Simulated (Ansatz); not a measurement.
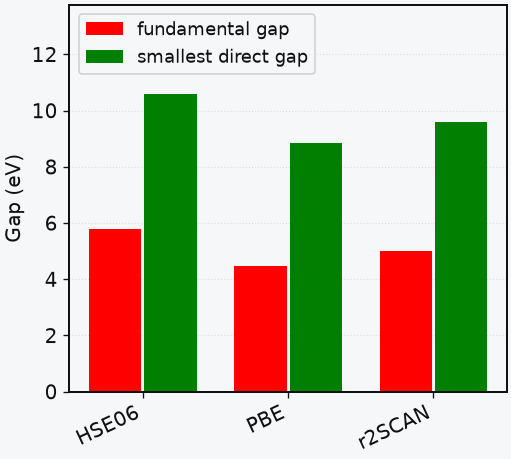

Gaps of BN, space group F-43m, 2 atoms in the cell, zincblende type, at several levels of theory on one cell (Ansatz, plane waves and PAW; edges over the mesh and the special points).

Q: How does the gap depend on the level, and does its kind change?

A: In rising order: PBE 4.48 eV, r2SCAN 5.00 eV and HSE06 5.79 eV. It is indirect at every level.
